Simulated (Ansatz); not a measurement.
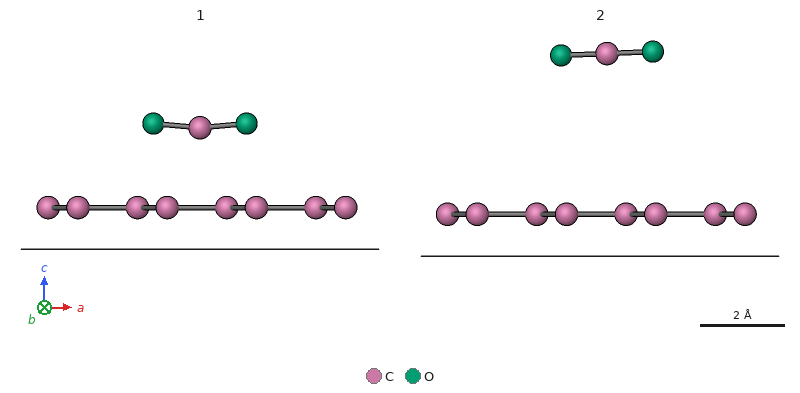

Two geometries of a slab of composition C33O2, drawn at one scale. One is the start of a relaxation, the other its converged end. Style: ball-and-stick. Shown: the cell of the calculation, outlined in the plane, without the vacuum (origin shifted), along the b axis.

The calculation used DFT PBE, scalar-relativistic, plane waves, PAW in Ansatz. Set-up: plane-wave cutoff 420 eV; k-point mesh 2 × 2 × 1; occupations fermi dirac; smearing width 0.02 eV; no spin polarisation; atoms relaxed in a fixed cell; force threshold 0.03 eV/Å; at most 60 steps.

> Which one is relaxed?

Structure 2 is the relaxed one. It is CO2 on graphene monolayer, set down by a guess. The run prepares an end point of a later path (molecule hop) calculation, from a guessed geometry. After 12 accepted moves (13 points after the start) the energy has fallen by 4.247 eV per cell of the calculation. The largest force component goes from 4.3 to 0.006 eV/Å. 1 step only repeated the SCF at the same geometry. The largest move relative to the layer's centre is that of a C atom, 1.78 Å along the normal (+c). Largest moves by element: C 1.78 Å, O 1.73 Å. The cell stays as it was. Among the angles between lasting bonds that change: O–C–O 170.2° → 179.9°. The run took 2.7 min on 2 threads of Intel(R) Xeon(R) Platinum 8259CL CPU @ 2.50GHz (Skylake/Cascade Lake) (shared host), peak memory 1.8 GiB.
